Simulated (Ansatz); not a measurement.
## Electronic structure of KBr$_{3}$ in real space

Input file:

```
crystal:
  lattice:
    - [5.16881311, 0.0, 0.0]
    - [0.0, 5.16881311, 0.0]
    - [0.0, 0.0, 5.23023508]
  atoms:
    - { symbol: K, position: [0.0, 0.0, 0.0] }
    - { symbol: Br, position: [0.5, 0.5, 0.0] }
    - { symbol: Br, position: [0.0, 0.5, 0.5] }
    - { symbol: Br, position: [0.5, 0.0, 0.5] }
basis:
  ecutwfc: 420
kpoints:
  mp_grid: { grid: [10, 10, 10] }
hamiltonian:
  xc: pbe
scf:
  occupations: { method: gaussian, width: 0.1 }
output:
  forces: true
  stress: true
  eigenvalues: true
  write_density: true
  write_potential: true
  elf: true
  volumetric_format: npy
relax:
  adjacent_minimum: "off"
  f_tol: 0.01
  max_steps: 80
  cell: { stress_tol: 0.05 }
```

Command:

```sh
ansatz run input.yaml --threads 1 --pin off --max-ram 2048MiB --backend cpu --events-out ev --progress --plain --runs-dir out
```

Below, planes, directions and counts refer to the conventional cell (a = 4.30 Å, b = 4.30 Å, c = 8.44 Å, α = 90.00°, β = 90.00°, γ = 90.00°).

The fields are those of the relaxed geometry.

Space group P4/mmm; a structure generated by program, which may or may not match a known phase.

The calculation used DFT PBE, scalar-relativistic, plane waves, PAW (Ansatz 0.2.0).

In a PAW calculation such maps are meaningful between the atoms, not at the nuclei.

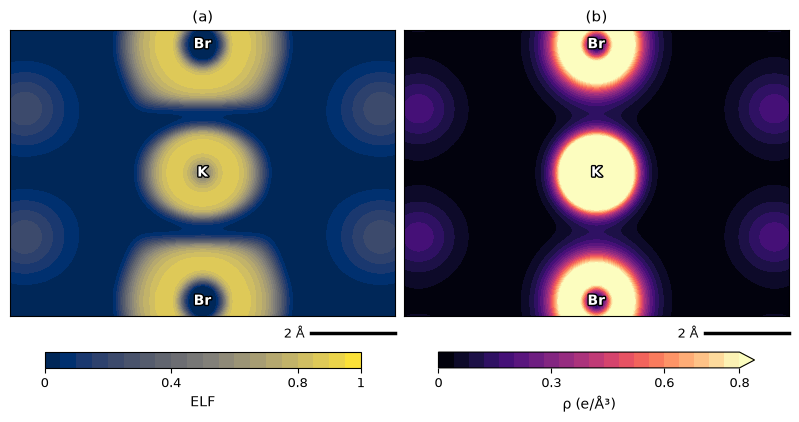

Figure 1. (a) electron localisation function; (b) valence charge density (pseudo) on the (110) plane of the conventional cell.

Read the bonding off the picture.

The section cuts through K and Br sites. K–Br (3.04 Å): ρ at the midpoint is about 0.14 e/Å³; the ELF is about 0.15 at the midpoint (no localised pair shows between them). Between the atoms the lowest density in this plane is 0.003 e/Å³. The features right at K lie inside the PAW spheres, where the map follows smoothed inner orbitals and isn't to be read closely.

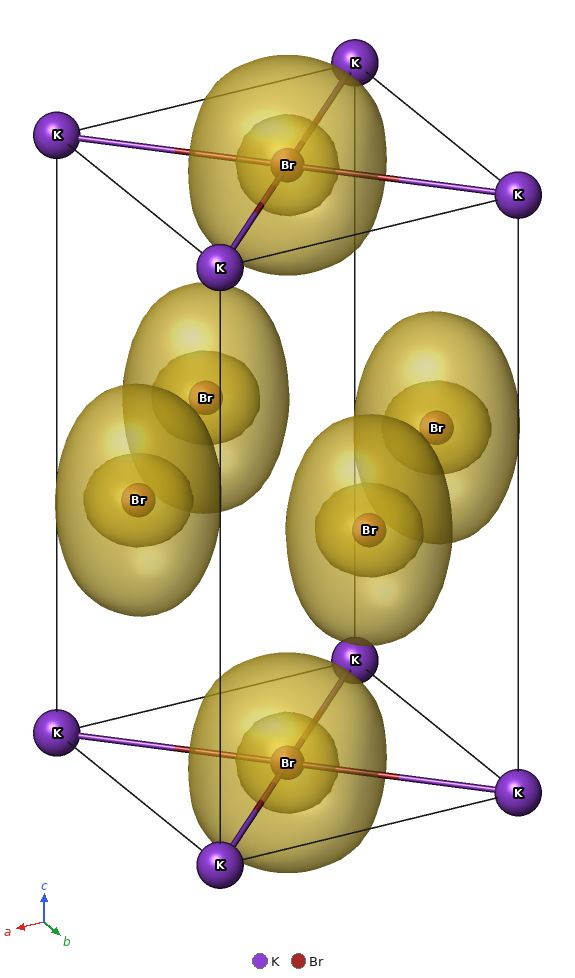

Figure 2. Isosurface of the ELF at 0.75 (yellow), seen at an oblique angle. Only the valence region is drawn (cores and ρ < 0.01 e/Å³ removed). Sticks mark near contacts.

Where are the electrons localised?

The ELF exceeds this value in three regions wrapped around Br (the valence shell of each), counted in one cell of 4 atoms. Any copies at cell faces, edges or corners count once.

Does the calculation make it a metal, or give it a gap?

It is metallic or semimetallic at this level of theory: no gap opens.
